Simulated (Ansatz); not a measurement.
Band-structure calculation, with input and output: Ir3O

- system: Ir3O (Im-3m, 4 atoms in the cell)
- method: DFT PBE, scalar-relativistic, plane waves, PAW, no spin polarisation (Ansatz 0.2.0)

The structure was made by a generator, so it may or may not be a known phase. Figures and captions count atoms from 1; the log counts them from 0 in places.

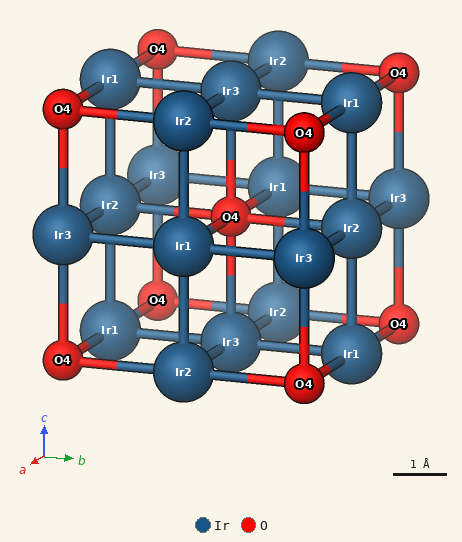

*The input geometry (ball-and-stick view of the cell 2 times as large as that of the calculation, set on its symmetry axes, seen slightly off an axis; atoms are numbered from 1 in the order of the input).*

Near neighbours in the crystal (not all of them lie inside the picture): Ir has 4 Ir at 2.47 Å and 2 O at 2.47 Å; O has 6 Ir at 2.47 Å.

## Results in brief

```json
{"quantity": "outcome", "value": "converged"}
{"quantity": "space group (tolerance 0.01 Å)", "value": "Im-3m (229)"}
{"quantity": "electrons treated", "value": "57"}
{"quantity": "free energy", "value": "−36366.0738 eV"}
{"quantity": "Fermi energy", "value": "17.902 eV"}
{"quantity": "gap on the k-point mesh", "value": "none (metallic)"}
{"quantity": "pressure", "value": "−0.01 GPa"}
{"quantity": "largest force (length of the vector)", "value": "under 0.001 eV/Å"}
{"quantity": "hardware", "value": "1 thread of Arm Neoverse V1, 24 GiB of memory available, shared host"}
{"quantity": "wall time", "value": "60 s"}
{"quantity": "peak memory", "value": "0.49 GiB"}
```

## Remarks

Spin–orbit coupling is left out, which matters for Ir. The cell holds an odd number of electrons but the run has no spin polarisation, so it comes out as a metal.

## The input
```yaml
crystal:
  lattice:
    - [-2.4742711657, 2.4742711657, 2.4742711657]
    - [2.4742711657, -2.4742711657, 2.4742711657]
    - [2.4742711657, 2.4742711657, -2.4742711657]
  atoms:
    - { symbol: Ir, position: [0.0, 0.5, 0.5] }
    - { symbol: Ir, position: [0.5, 0.0, 0.5] }
    - { symbol: Ir, position: [0.5, 0.5, 0.0] }
    - { symbol: O, position: [0.0, 0.0, 0.0] }
basis:
  ecutwfc: 420
kpoints:
  mp_grid: { grid: [14, 14, 14] }
  band_path:
    path:
      - [[0.0, 0.0, 0.0], [0.5, -0.5, 0.5], [0.0, 0.0, 0.5], [0.0, 0.0, 0.0], [0.25, 0.25, 0.25], [0.5, -0.5, 0.5]]
      - [[0.25, 0.25, 0.25], [0.0, 0.0, 0.5]]
    npoints: 14
hamiltonian:
  xc: pbe
scf:
  occupations: { method: gaussian, width: 0.1 }
  n_extra_bands: 10
output:
  forces: true
  stress: true
  eigenvalues: true
  populations: true
  dos: { projected: true, de: 0.02, nscf_kmesh: { grid: [17, 17, 17] } }
  bader: true
  write_density: true
  write_potential: true
  elf: true
  volumetric_format: npy
```

Launch command:
```bash
ansatz run input.yaml --threads 1 --pin off --max-ram 2560MiB --backend cpu --events-out ev --progress --plain --runs-dir out
```

## Log
```
scf.n_extra_bands = 10 over 29 filled bands (N_el = 57.0): the run solves 39 bands
Engine: ansatz 0.2.0, aarch64-unknown-linux-gnu
Pseudopotentials: kind: paw
Pseudopotential: Ir, paw, valence charge 17, recommended cutoff 420 eV (normal), Ir.paw.azcp
Pseudopotential: O, paw, valence charge 6, recommended cutoff 420 eV (normal), O.paw.azcp
Functional definition: PBE
  parameter kappa = 0.804
  parameter beta = 0.06672455060314922
  exchange = pbe_x(kappa = kappa, mu = beta*pi^2/3)
  correlation = pbe_c(beta = beta)
Crystal: 4 atoms, lattice volume = 60.590 Å³
Basis set: ecut = 420 eV, 1205 PW (Γ), exchange–correlation on 60×60×60 points (8 copies of the dense FFT grid, shifted against one another)
Bands: 39, of which v1, the nominal top of the filled ones, is band 29 counted from 1 (28 counted from 0)
Symmetry: 48 space group operations
Space group: Im-3m (ITA 229), of the structure as read, at distance tolerance 3.9e-5 Å
k-points: 104 of 2744
Non-local potential: Ir, projectors of the file, l = 0: 3, l = 1: 2, l = 2: 2, l = 3: 1
Non-local potential: O, projectors of the file, l = 0: 2, l = 1: 2, l = 2: 1
PAW form: soft (Blöchl's): semilocal exchange-correlation on the pseudo side does not see the compensation charge
PAW one-centre angular grid: Ir, 590 points (default); XC on 64 Gauss nodes
PAW one-centre angular grid: O, 110 points (default); XC on 64 Gauss nodes
Initial density: superposition of atomic densities (neutral atoms: chi_scale 0, normalization atom), corrected by the library's trained network
Initial wavefunctions: pseudopotential atomic-orbital guess
Functional: x = pbe(κ = 0.804, μ = 0.2195149727645171), c = pbe(β = 0.06672455060314922)
SCF iter   1: F=—  HF=-36366.079806 eV  |F-HF|=—  |Δ(HF+E_count)|=         —  Δρ=1.01e-2  dr2=3.83e-2  ethr=1.77e-3  ⟨swp⟩=5.4  Hψ=15106  notcnv=0  defer=29
preconditioner: auto → Kerker (q_TF=auto, 2.701 Å⁻¹)  [metal: Δε(μ)=0.012 eV  Ē_g=10.072 eV  σ=0.100 eV  W_gap=0.07  n_scr=18 (ndim 8)  ℏωp=27.4 eV  f_vac=0.000  D(μ)=4.53/eV (n_scr^D=54)]
SCF iter   2: F=—  HF=-36366.076074 eV  |F-HF|=—  |Δ(HF+E_count)|=   3.73e-3  Δρ=5.40e-3  dr2=1.40e-2  ethr=6.71e-5  ⟨swp⟩=1.2  Hψ=5180  notcnv=0  defer=69
SCF iter   3: F=—  HF=-36366.073752 eV  |F-HF|=—  |Δ(HF+E_count)|=   2.32e-3  Δρ=9.52e-4  dr2=5.99e-4  ethr=2.45e-5  ⟨swp⟩=2.0  Hψ=4941  notcnv=0  defer=69
SCF iter   4: F=—  HF=-36366.073764 eV  |F-HF|=—  |Δ(HF+E_count)|=   1.20e-5  Δρ=2.10e-4  dr2=3.04e-5  ethr=1.05e-6  ⟨swp⟩=2.4  Hψ=5558  notcnv=0  defer=69
SCF iter   5: F=—  HF=-36366.073769 eV  |F-HF|=—  |Δ(HF+E_count)|=   4.97e-6  Δρ=5.62e-5  dr2=1.01e-6  ethr=5.34e-8  ⟨swp⟩=2.0  Hψ=5021  notcnv=0  defer=69
SCF iter   6: F=-36366.073770 eV  HF=-36366.073770 eV  |F-HF|=3.13e-8  |Δ(HF+E_count)|=   8.06e-7  Δρ=1.01e-5  dr2=3.04e-8  ethr=1.75e-10  ⟨swp⟩=11.9  Hψ=26069  notcnv=0
SCF 1 converged in 6 iterations: F = -36366.073770 eV  dr2 = 3.04e-8
  greatest PAW one-centre occupation: 1.000 electrons in one spin orbital (limit 2), on the Ir atom at site 2 (counted from 0), in its partial waves of l = 0
```

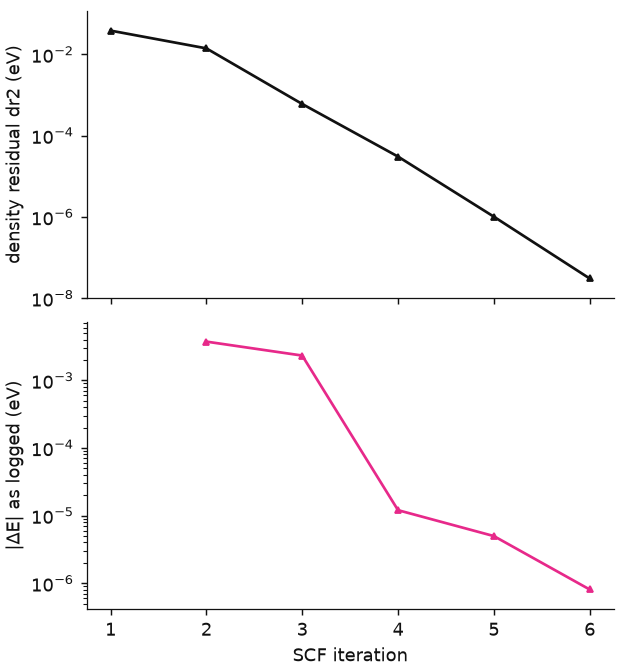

*Convergence of the self-consistent field: density residual dr2 and size of the energy change against the SCF iteration.*

The residual falls at every step.

```
NSCF: frozen V_eff on 86 k-points
NSCF: frozen V_eff on 165 k-points
SCF converged after 6 iterations
Free energy (F): -36366.073770 eV
Harris-Foulkes:  -36366.073770 eV  (|F-HF|=3.13e-8)
Internal energy: -36366.049678 eV  (E = F + TS)
E sigma→0 (E₀):  -36366.061724 eV
Entropy (-TS):   -0.024092 eV (-6.023 meV/atom)
Fermi energy:    17.902435 eV
--- Per-component energies (eV) ---
  E_band       = -564.161127
  E_kinetic    = 2034.107051
  E_local      = -4598.203936  (includes V_loc(G=0)·N_el)
  E_nonlocal   = 271.415112
  E_hartree    = 1722.724073
  E_xc         = -871.128300
  E_vxc        = -985.504220  (∫ρ·V_xc dr)
  E_paw        = -27827.951897  (= ΣΔE_a)
  E_vpaw       = -731.421243  (= ΣTr[D̂ρ^β])
  E_aug_tail   = 0.002376  (compensation charges beyond the density's cutoff)
  E_ewald      = -7097.014157
  E_smearing   = -0.024092  (= −TS)
  E_closure    = 0.000000  (closes the sum)
  Σ components = -36366.073770   (vs F -36366.073770, Δ=0.00e0)
--- Forces (eV/Å), atoms counted from 1 ---
  atom   1  Ir     0.00000000    -0.00000000     0.00000000
  atom   2  Ir     0.00000000    -0.00000000    -0.00000000
  atom   3  Ir     0.00000000    -0.00000000     0.00000000
  atom   4  O     -0.00000000     0.00000000     0.00000000
  max |Σ_I F_I| component: 8.31e-29 eV/Å
--- Stress (GPa, compression-positive) ---
       -0.008094      -0.000000       0.000000
       -0.000000      -0.008094       0.000000
        0.000000       0.000000      -0.008094
  P = ⅓ Tr σ = -0.0081 GPa (-0.081 kbar)
--- Band table (eV; the first three rows and the last of 104) ---
  k-point 0: bands = ["-74.5322", "-74.4188", "-74.4188", "-31.9363", "-31.9363", "-31.9363", "-31.2025", "-31.2025", "-31.2025", "-30.9095", "-30.9095", "-30.9095", "-0.5170", "10.0470", "11.6665", "11.6665", "11.9277", "11.9277", "11.9277", "14.1358", "14.1358", "14.1358", "16.1738", "17.1407", "17.1407", "17.1407", "17.4902", "17.4902", "18.6687", "18.6687", "18.6687", "21.9471", "23.4219", "23.4219", "23.4219", "28.0188", "28.0188", "28.0188", "29.6835"]
  k-point 1: bands = ["-74.5309", "-74.4201", "-74.4188", "-31.9364", "-31.9245", "-31.9240", "-31.2036", "-31.2025", "-31.2019", "-30.9227", "-30.9221", "-30.9101", "-0.5066", "10.0993", "11.6912", "11.7341", "11.9327", "11.9610", "11.9815", "14.0189", "14.0740", "14.1622", "16.2840", "17.0906", "17.0925", "17.1201", "17.5242", "17.6260", "18.5593", "18.6140", "18.6171", "21.3933", "23.0121", "23.4349", "23.9048", "27.9095", "28.0608", "28.0614", "29.8427"]
  k-point 2: bands = ["-74.5272", "-74.4238", "-74.4189", "-31.9367", "-31.8895", "-31.8877", "-31.2071", "-31.2026", "-31.2001", "-30.9611", "-30.9590", "-30.9120", "-0.4774", "10.2406", "11.7661", "11.9340", "11.9461", "12.0630", "12.1413", "13.7325", "13.9599", "14.2419", "16.5044", "16.9301", "16.9471", "17.0490", "17.6553", "17.9665", "18.2520", "18.4840", "18.4855", "20.4365", "22.0362", "23.4636", "24.6458", "27.6434", "28.1629", "28.1689", "30.3380"]
  k-point 103: bands = ["-74.4936", "-74.4936", "-74.3825", "-31.9507", "-31.9507", "-31.9507", "-31.1790", "-31.1790", "-31.1790", "-30.9220", "-30.9220", "-30.9220", "-0.4161", "11.3976", "11.3976", "11.8401", "13.0910", "13.0910", "13.0910", "13.4433", "13.4433", "13.4433", "16.5068", "16.5258", "16.5258", "16.5258", "17.4006", "17.4006", "18.7006", "18.7006", "18.7006", "20.3467", "20.3467", "20.3467", "23.7344", "23.7344", "28.3206", "29.4663", "32.9113"]
--- Löwdin populations: 4 sites ---
  site symbol       q [e]
     0     Ir     16.6492
     1     Ir     16.6492
     2     Ir     16.6492
     3      O      6.6900
  spilling = 0.006358 (of n_electrons = 57.000000)
--- Bader charges: 4 sites ---
  site symbol  charge [e]  shift [e]
     0     Ir      0.2540     0.0000
     1     Ir      0.2540     0.0000
     2     Ir      0.2540     0.0000
     3      O     -0.7621     0.0001
  estimated error of the sums over rays = 4.8e-4 e
```

## File bader_charges.tsv
```
# site	symbol	x_ang	y_ang	z_ang	partial_charge_e	electrons	volume_ang3	relative_density_drop	shared_charge_e	partial_wave_shift_e
# quadrature_error_electrons = 4.8e-4
0	Ir	2.4743	0.0000	0.0000	0.25405	76.74595	16.82	-	0.25405	0.00004
1	Ir	0.0000	2.4743	0.0000	0.25405	76.74595	16.82	-	0.25405	0.00004
2	Ir	0.0000	0.0000	2.4743	0.25405	76.74595	16.82	-	0.25405	0.00004
3	O	0.0000	0.0000	0.0000	-0.76214	8.76214	10.14	-	-0.76214	0.00012
```

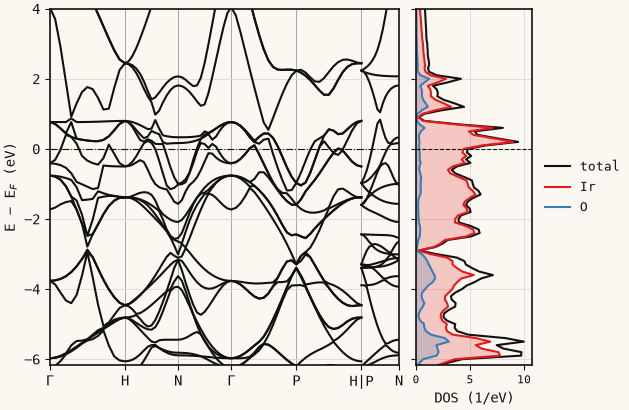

*Band structure along Γ–H–N–Γ–P–H|P–N and density of states (projected on Löwdin-orthogonalised atomic shells), with energies from the Fermi level.*

Bands cross the Fermi level: a metal at this level of theory.

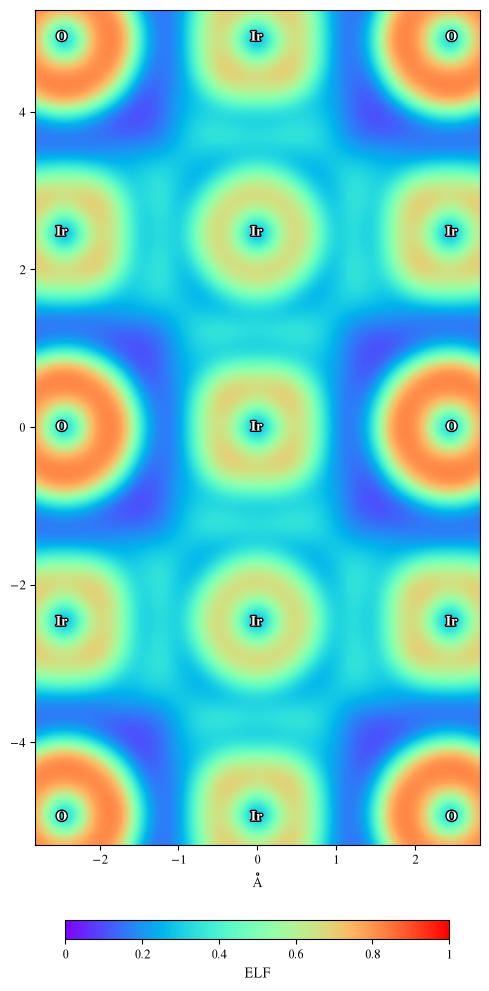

*Electron localisation function on the (001) plane of the conventional cell.*

The section cuts through Ir and O sites. Ir–Ir (2.47 Å): the ELF is about 0.35 at the midpoint (no localised pair between them). Ir–O (2.47 Å): the ELF is about 0.15 at the midpoint (a polar contact without a shared pair, in a metal). The strong features right at Ir lie inside the PAW spheres (semicore, d or f shells) and say nothing about bonding. The fields are those of the smooth PAW valence density.

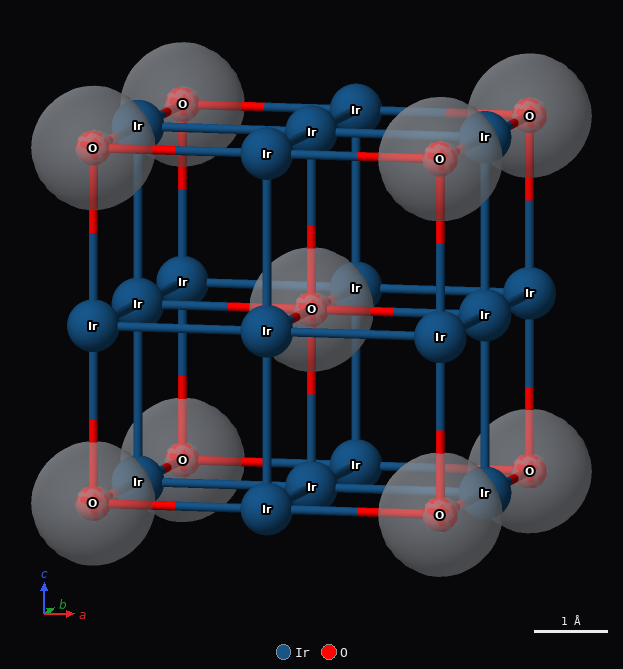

*Isosurface of the ELF at 0.6 (grey), seen at an oblique angle. Core shells and regions of very low density are left out. Sticks mark near contacts. The outline is the cell set on symmetry axes.*

Along the contacts the grid gives the following. Ir–Ir (2.47 Å): the ELF is about 0.35 at the midpoint (no shared electron pair). Ir–O (2.47 Å): the ELF is about 0.15 at the midpoint (no shared pair; the contact is polar).
